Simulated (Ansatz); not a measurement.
**CoSi: single-point calculation (part 2 of 2)**

Continued. System: CoSi (P4/mmm, 2 atoms in the cell). Method: DFT, PBE, PAW with Ansatz's default frozen-core files, fully relativistic files with spin-orbit coupling (Ansatz 0.2.0); cutoff 420 eV, 12×12×13 k-mesh, Fermi–Dirac smearing of 0.1 eV. The structure derives from a Materials Project entry. It belongs to a series of runs on one base structure; here: stretched by -2 % along [0.0, 0.0, 1.0] at fixed volume; spin-orbit coupling, moments along 100, PAW files.

Geometry of the input (Å; fractional positions):
```
2.8096  0.0000  0.0000
0.0000  2.8096  0.0000
0.0000  0.0000  2.7257
Co 0.0000  0.0000  0.0000
Si 0.5000  0.5000  0.5000
```

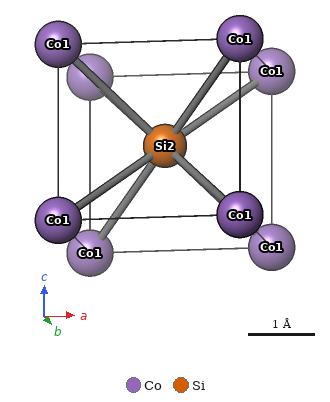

Figure 1. The structure as given in the input (ball-and-stick view of the cell of the calculation, seen at an oblique angle; atoms are numbered from 1 in the order of the input).

```
SCF converged after 25 iterations
Magnetization: |M| = 0.5199 μB,  M = (+0.5199, +0.0000, +0.0000) μB
Absolute magnetization: 0.5583 μB (∫|m|, with the PAW one-centre terms)
  site 0: m = (+0.5307, +0.0000, -0.0000) μB, |m| = 0.5307 μB  (R = 0.99 Å)
  site 1: m = (+0.0043, -0.0000, -0.0000) μB, |m| = 0.0043 μB  (R = 0.99 Å)
Free energy (F): -5763.037481 eV
Harris-Foulkes:  -5763.037481 eV  (|F-HF|=2.55e-11)
Internal energy: -5762.988566 eV  (E = F + TS)
E sigma→0 (E₀):  -5763.013023 eV
Entropy (-TS):   -0.048915 eV (-24.457 meV/atom)
Fermi energy:    17.450619 eV
--- Per-component energies (eV) ---
  E_band       = -229.572430
  E_kinetic    = 502.905199
  E_local      = -3492.883678  (includes V_loc(G=0)·N_el)
  E_nonlocal   = 481.263673
  E_hartree    = 1515.747318
  E_xc         = -217.194470
  E_vxc        = -256.126552  (∫ρ·V_xc dr)
  E_paw        = -2030.782379  (= ΣΔE_a)
  E_vpaw       = -496.226234  (= ΣTr[D̂ρ^β])
  E_aug_tail   = 0.000086  (compensation charges beyond the density's cutoff)
  E_ewald      = -2522.044314
  E_smearing   = -0.048915  (= −TS)
  E_closure    = 0.000000  (closes the sum)
  Σ components = -5763.037481   (vs F -5763.037481, Δ=0.00e0)
--- Occupation matrices: 1 shell (Löwdin-built; ε = 2.00e-2, provisional) ---
  Co0 d_3D: site group D4h (4/mmm)
  Co0 d_3D spinor Tr n = 8.1495  λ = 0.663 0.706 0.804 0.822 0.823 0.829 0.842 0.843 0.905 0.913  [z2 1.00 (Eg 1.00) E1/2g(1.00) | x2-y2 0.99 (Eg 0.99) E3/2g(1.00) | 6× xz 0.33 (T2g 1.00) E3/2g(0.67) | 2× x2-y2 0.50 (Eg 0.99) E3/2g(0.50)]
  Tr n, λ and their labels are of the run-group-symmetrised matrices; stabiliser: 8 of 32 elements of G0×{1,Θ} (closed), max defect 1.3e-15 at τ = 4.2e-3
settings of this run that can trade accuracy for cost: output.eigenvalues: false. Do not mix this run's numbers with those of runs without the same settings; the input reference describes each key
```

File rho_z.tsv:
```
# z_ang	rho[e/angstrom^3]	m_x[e/angstrom^3]	m_y[e/angstrom^3]	m_z[e/angstrom^3]	m_norm[e/angstrom^3]
# format = ansatz-planar-average/11
# lattice	2.809571618	0.000000000	0.000000000
# lattice	0.000000000	2.809571618	0.000000000
# lattice	0.000000000	0.000000000	2.725707320
# sites	2
# site	27	0.000000000	0.000000000	0.000000000
# site	14	1.404785809	1.404785809	1.362853660
0.000000	2.973488e0	1.134000e-1	-5.658180e-21	-5.022120e-22	1.154394e-1
0.136285	2.596714e0	8.898780e-2	-8.800672e-21	1.575481e-21	9.093473e-2
0.272571	1.800406e0	4.719067e-2	3.472835e-22	1.301043e-20	4.912211e-2
0.408856	1.109625e0	2.300410e-2	6.013934e-22	1.192622e-20	2.477381e-2
0.545141	7.017400e-1	1.368607e-2	-1.842297e-21	3.252607e-21	1.520627e-2
0.681427	5.001010e-1	8.663469e-3	-1.954529e-21	5.095750e-20	9.804965e-3
0.817712	4.045539e-1	4.351130e-3	4.385778e-21	3.442342e-20	5.161805e-3
0.953998	3.577774e-1	1.450060e-3	-3.335192e-22	8.809143e-21	2.253400e-3
1.090283	3.312459e-1	-3.025511e-4	5.076904e-21	8.673617e-21	1.321084e-3
1.226568	3.158954e-1	-1.299141e-3	-6.198164e-21	-4.472334e-21	1.928975e-3
1.362854	3.108450e-1	-1.638060e-3	-1.414545e-21	-1.094708e-22	2.283319e-3
1.499139	3.158954e-1	-1.299141e-3	-1.577599e-21	-5.624299e-21	1.928975e-3
1.635424	3.312459e-1	-3.025511e-4	-5.135137e-22	-6.505213e-21	1.321084e-3
1.771710	3.577774e-1	1.450060e-3	2.153581e-21	-1.572093e-20	2.253400e-3
1.907995	4.045539e-1	4.351130e-3	-3.576067e-22	-1.382358e-20	5.161805e-3
2.044280	5.001010e-1	8.663469e-3	7.093901e-22	1.409463e-20	9.804965e-3
2.180566	7.017400e-1	1.368607e-2	-4.590919e-21	-2.059984e-20	1.520627e-2
2.316851	1.109625e0	2.300410e-2	-1.965116e-21	-4.770490e-20	2.477381e-2
2.453137	1.800406e0	4.719067e-2	-1.037615e-20	-1.084202e-20	4.912211e-2
2.589422	2.596714e0	8.898780e-2	1.160435e-21	-1.009663e-20	9.093473e-2
```

File v_z.tsv:
```
# z_ang	v_es[eV]	v_tot[eV]	b_x[eV]	b_y[eV]	b_z[eV]
# format = ansatz-planar-average/11
# xc	pbe
# density_cutoff_ev	1680
# datasets	Co=:simpson_from_first_knot:soft	Si=:simpson_from_first_knot:soft
# lattice	2.809571618	0.000000000	0.000000000
# lattice	0.000000000	2.809571618	0.000000000
# lattice	0.000000000	0.000000000	2.725707320
# sites	2
# site	27	0.000000000	0.000000000	0.000000000
# site	14	1.404785809	1.404785809	1.362853660
0.000000	2.891542e0	-1.158938e1	-6.265584e-2	-2.279366e-20	6.166763e-21
0.136285	3.270012e0	-1.105621e1	-4.757544e-2	-4.337444e-20	3.272088e-20
0.272571	4.308116e0	-9.612911e0	-1.605641e-2	-4.476887e-20	1.726592e-19
0.408856	5.762580e0	-7.598130e0	3.748591e-3	-7.697412e-20	-3.903128e-20
0.545141	7.194551e0	-5.583568e0	-4.104218e-3	-2.422514e-21	-9.107298e-20
0.681427	7.859351e0	-4.371550e0	-2.307493e-2	-2.108477e-20	-9.757820e-20
0.817712	7.394937e0	-4.545764e0	-3.049699e-2	-1.335725e-20	1.084202e-20
0.953998	6.050804e0	-5.987382e0	-1.981690e-2	-2.031609e-20	-2.255141e-19
1.090283	4.448661e0	-7.829983e0	9.021137e-3	-1.233280e-20	-4.282599e-19
1.226568	3.266364e0	-9.184354e0	3.323615e-2	-6.589916e-21	-1.067939e-19
1.362854	2.843384e0	-9.652192e0	3.896373e-2	-1.156200e-20	9.100545e-21
1.499139	3.266364e0	-9.184354e0	3.323615e-2	5.768294e-21	-1.029992e-20
1.635424	4.448661e0	-7.829983e0	9.021137e-3	-1.231586e-20	2.352719e-19
1.771710	6.050804e0	-5.987382e0	-1.981690e-2	-2.855772e-20	1.713039e-19
1.907995	7.394937e0	-4.545764e0	-3.049699e-2	-1.916081e-21	2.059984e-19
2.044280	7.859351e0	-4.371550e0	-2.307493e-2	1.533130e-21	1.908196e-19
2.180566	7.194551e0	-5.583568e0	-4.104218e-3	-3.769297e-21	1.214306e-19
2.316851	5.762580e0	-7.598130e0	3.748591e-3	-3.286276e-20	2.667137e-19
2.453137	4.308116e0	-9.612911e0	-1.605641e-2	3.795502e-20	-2.203641e-19
2.589422	3.270012e0	-1.105621e1	-4.757544e-2	-8.805966e-21	-1.289523e-19
```

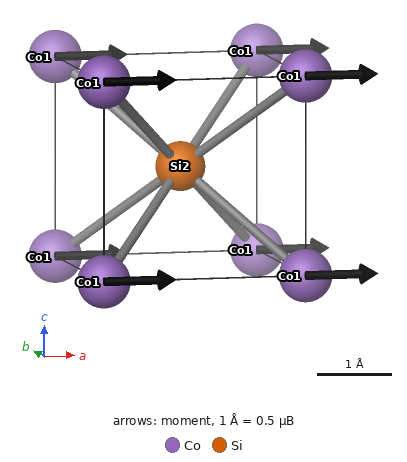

Figure 2. Magnetic moments of the sites as black arrows (ball-and-stick view of the cell of the calculation, seen slightly off an axis; atoms are numbered from 1 in the order of the input); small moments hardly show. Site moments: Co1 (0.51 μB). They are counted near the atoms and needn't add up to the moment of the cell.

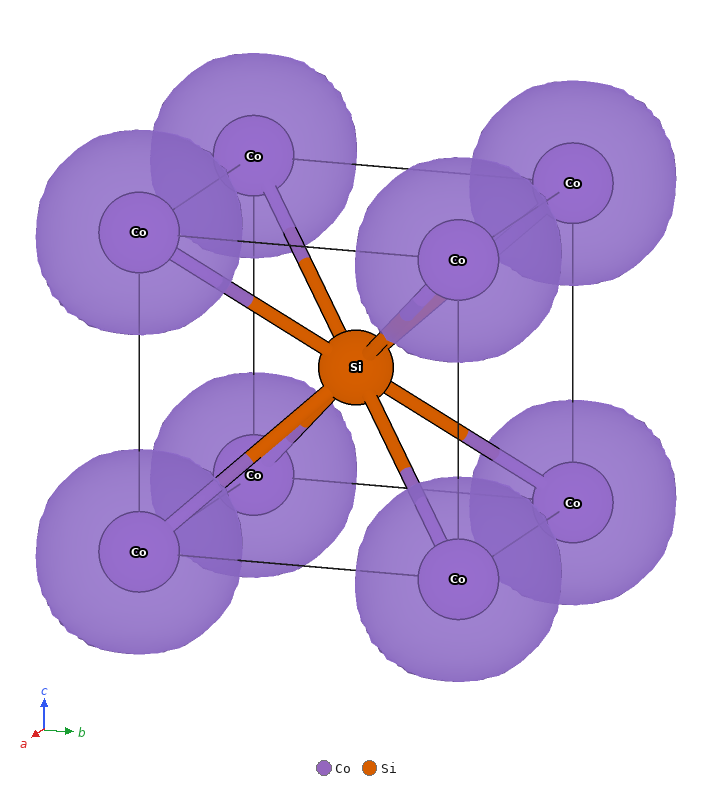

Figure 3. Isosurface of the valence electron density at 0.8 e/Å³ (purple), seen slightly off an axis. Sticks mark near contacts. The outline is the calculation cell. At this value the density breaks into separate islands; it holds about 65 % of the electrons treated as valence (semicore included). It is pinched off along the Co–Si (2.41 Å) contacts. On the grid the lowest density along these lines, outside the cores, is 0.4 e/Å³ (Co–Si, 2.41 Å). The fields are those of the smooth PAW valence density.

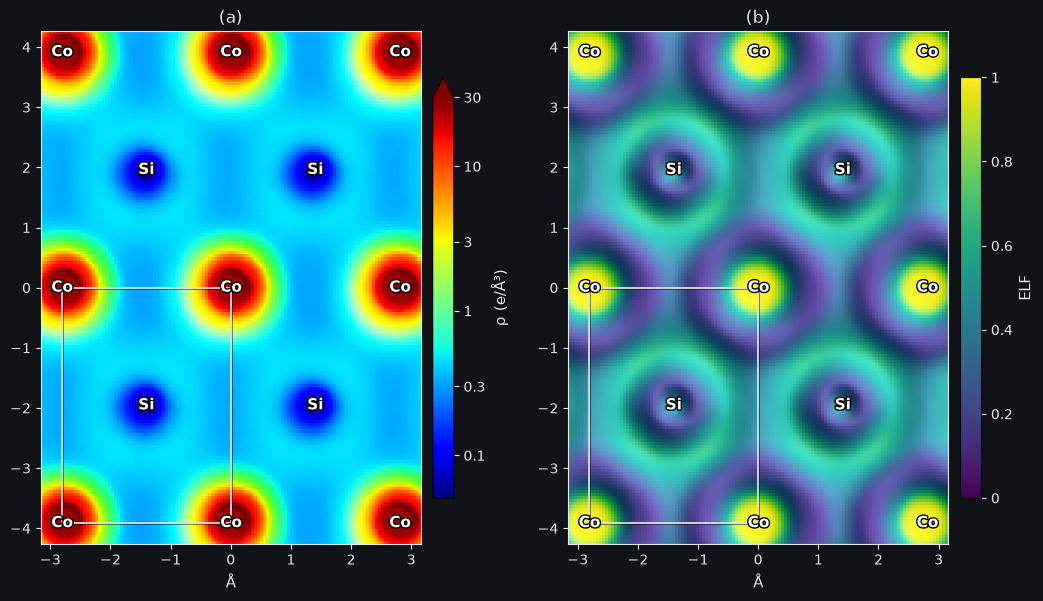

Figure 4. (a) valence electron density; (b) ELF on the (011) plane of the calculation cell. The plane passes through Co and Si nuclei. Co–Si (2.41 Å): ρ at the midpoint is about 0.41 e/Å³; the ELF is about 0.45 at the midpoint. Away from the nuclei the density in this plane falls to 0.27 e/Å³ at its lowest. The strong features right at Co lie inside the PAW spheres (semicore, d or f shells) and say nothing about bonding.
